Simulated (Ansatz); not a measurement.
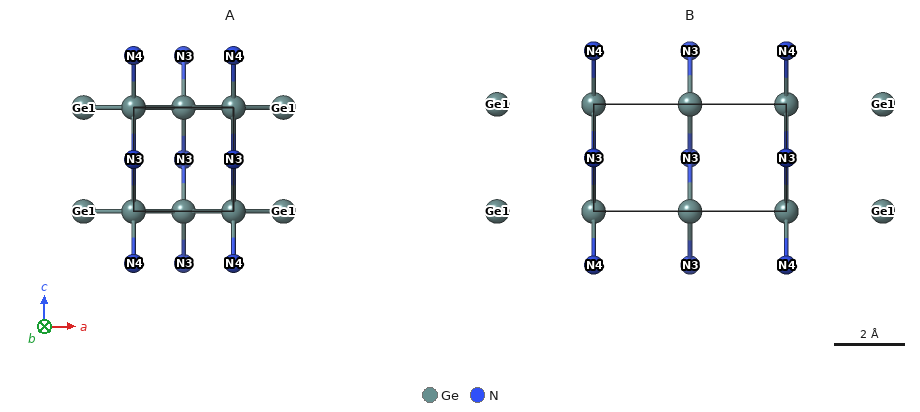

Two geometries of solid GeN (a generated structure, set up in Cmmm) (coarse preliminary run), drawn at one scale. One is the start of a relaxation, the other its converged end. A ball-and-stick model of the conventional cell (2 times the calculation's cell), seen along the b axis. Lengths and directions refer to the drawn axes.

The calculation used DFT PBE, scalar-relativistic, plane waves, PAW (Ansatz 0.2.0). Set-up: plane-wave cutoff 420 eV; k-point mesh 6 × 6 × 6; occupations gaussian; smearing width 0.1 eV; no spin polarisation; cell and atoms relaxed; force threshold 0.04 eV/Å; at most 70 steps.

Q: Which geometry has the lower energy?

A: Structure B is the relaxed one. The largest moves relative to the cell, 0.18 Å, are those of Ge atoms. By element the largest moves are Ge 0.18 Å, N 0.15 Å. The volume changes by +84.6 %, with a 2.862 → 5.525 Å (+93.0 %), b 9.382 → 8.710 Å (−7.2 %), c 2.977 → 3.067 Å (+3.0 %). Among the contacts that change: Ge–Ge 1.764 → 2.827 Å, N–N 1.764 → 1.335 Å, Ge–N 1.764 → 1.953 Å. Bonds break: Ge–Ge (1.76 → 2.83 Å). Bond angles that change, for instance: N–Ge–N 115.0° → 103.5°, Ge–N–Ge 115.0° → 103.5°, Ge–N–N 122.5° → 128.3°. The space group stays Cmmm (No. 65). After 29 accepted moves (36 points after the start) the energy has fallen by 3326 meV per atom. Largest force component: 24 eV/Å at the start, 0.029 eV/Å at the end. The pressure goes from 146.49 to 0.03 GPa. The line search rejected the trial steps at points 29, 34 of the run. At 5 points the geometry stayed and the basis and grid were re-selected for the new cell (energy shift of 107 meV per atom at most each time).
